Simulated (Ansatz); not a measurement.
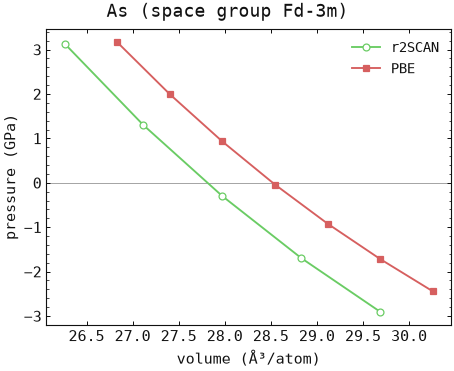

The picture above shows the pressure against volume, with one curve for each functional, for As (space group Fd-3m).

Computed with Ansatz 0.2.0 development build: equation of state of a cubic crystal from periodic Kohn-Sham density functional theory without spin, third-order Birch-Murnaghan fit to the free energies; pressure corrected for the finite basis.

structure type diamond; atoms in cell 2; space group number 227; lattice centring face-centred primitive; occupation method Fermi–Dirac; datasets soft-1 PAW; density tolerance 1e−07 eV; bands 19; density cutoff ratio 4; search for lower states default.

Settings that differ: r2SCAN: wave cutoff 500 eV, k mesh 10×10×10, occupation width 0.1 eV; PBE: wave cutoff 420 eV, k mesh 31×31×31, occupation width 0.0612 eV.

Question: Order the curves by fitted equilibrium volume, smallest first.

Answer: r2SCAN 27.80, PBE 28.52 Å³/atom.

Question: Order the curves by fitted bulk modulus, smallest first.

Answer: PBE 46.3, r2SCAN 49.8 GPa.

Question: For r2SCAN: what does the pressure do across the range?

Answer: It falls from 3.136 GPa at volume 26.26 Å³/atom to −2.905 GPa at 29.69 Å³/atom, and changes sign near 27.81 Å³/atom.

Question: For PBE: read off the course of the pressure.

Answer: It falls from 3.168 GPa at volume 26.83 Å³/atom to −2.444 GPa at 30.26 Å³/atom, and changes sign near 28.52 Å³/atom.

Note: cubic model structure, not the ambient form.
